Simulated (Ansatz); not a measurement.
Given this structure:

```
CELL_PARAMETERS angstrom
2.55394 0.00000 0.00000
-1.27697 2.21178 0.00000
0.00000 0.00000 4.22685
ATOMIC_POSITIONS crystal
B 0.66667 0.33333 0.99972
B 0.33333 0.66667 0.49972
N 0.66667 0.33333 0.62528
N 0.33333 0.66667 0.12528
```

### Work out the structure from the coordinates.

Chemical formula BN. The lattice is primitive hexagonal and the space group P6_3mc (No. 186). Its structure type: wurtzite. Content of the cell: 2 B, 2 N (Z = 2). The neighbours of B are four N in a tetrahedral arrangement at 1.57 to 1.58 Å. Each N atom is coordinated by four B in a tetrahedral arrangement at 1.57 to 1.58 Å. The bonds build a three-dimensional framework.

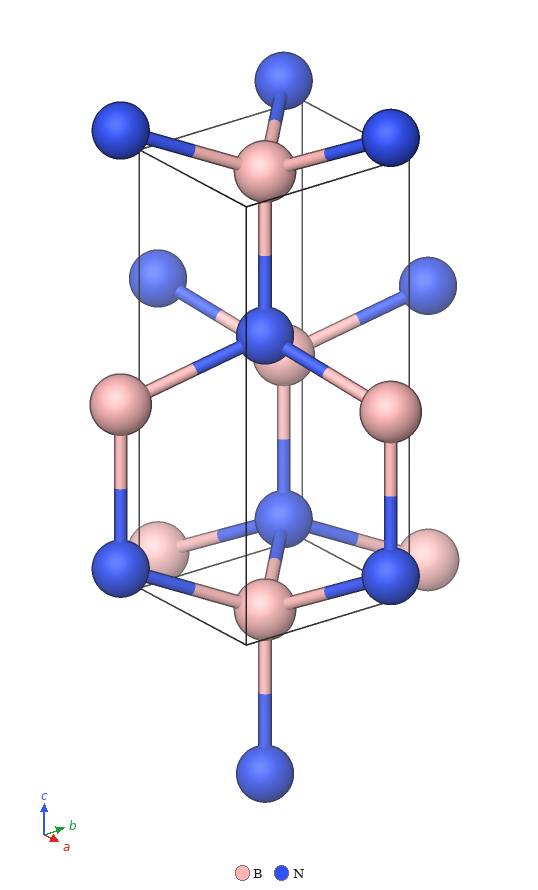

Drawn in the ball-and-stick manner and seen slightly off an axis. One conventional unit cell is outlined, and atoms on its boundary appear in each equivalent place. Atoms of adjacent cells appear where they bond to atoms in the box.

Provenance: a structure listed in the Materials Project. Earlier steps of the study may have refined or changed the cell and positions. A calculation with Ansatz used it as input.
